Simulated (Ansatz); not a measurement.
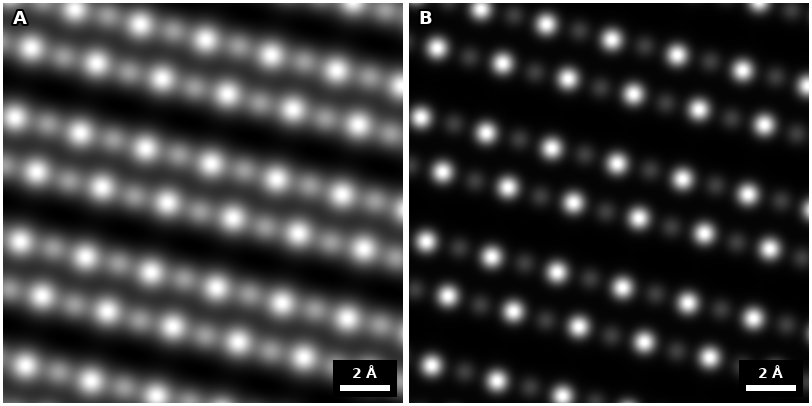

Two simulated images of the same area of SiC (Cmcm, No. 63) along [001], with a probe of 0.73 Å. One is incoherent Z contrast (Z^1.7 per atom), the other the projected potential of neutral atoms blurred by the probe (iDPC-like, thin sample). Brightness is counted from the darkest point of the image. Atomic positions: the geometry relaxed with DFT, PBEsol, plane waves, PAW (Ansatz 0.2.0).

Which panel is which, and how can one tell?

Answer. B is the Z-contrast image and A the potential image. The columns of 1 C per repeat reach about 24 % of the brightest peak (1 Si) in B but about 61 % in A, mainly since the potential grows much more slowly with atomic number.
